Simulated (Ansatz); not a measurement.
Consider Zn25O24 (cell with a defect).

Zn25O24 (cell with a defect), 49 atoms, a = 8.43 Å, b = 8.43 Å, c = 8.43 Å, α = 84.74°, β = 84.74°, γ = 84.74°.

Theory: Ansatz 0.2.0, DFT PBE, scalar-relativistic, plane waves, PAW.

### What can the converged valence pseudo-density and electron localisation function tell about the bonding?

Zn–O (1.95 Å): ρ is about 0.64 e/Å³ halfway; the ELF peaks at about 0.80 in the valence shell of O, 0.6 Å from its nucleus, and is about 0.25 at the midpoint: no localised pair shows between them.
Zn–O (2.00 Å): the density is about 0.57 e/Å³ at the midpoint; the ELF peaks at about 0.85 in the valence shell of O, 0.6 Å from its nucleus, and is about 0.25 at the midpoint; no localised pair shows between them.
Zn–O (2.04 Å): the density is about 0.52 e/Å³ at the midpoint; the ELF peaks at about 0.85 in the valence shell of O, 0.6 Å from its nucleus, and is about 0.20 at the midpoint (no shared electron pair shows on this line).

### Does the calculation make it a metal, or give it a gap?

It is gapped, with a Kohn–Sham gap of 1.3 eV on the k-point mesh, an upper bound to the gap of this method.

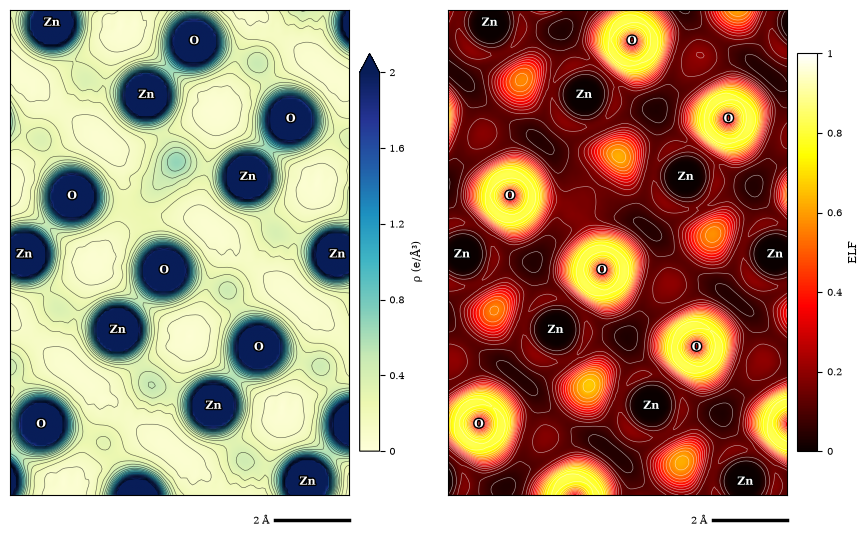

Computed valence pseudo-density and electron localisation function on the (101̄) plane of the calculation cell, in this order. Atoms just off the plane (Zn, 0.9 Å away and O, 0.8 Å away) can leave unmarked features too.

In a PAW calculation such maps are meaningful between the atoms, not at the nuclei.
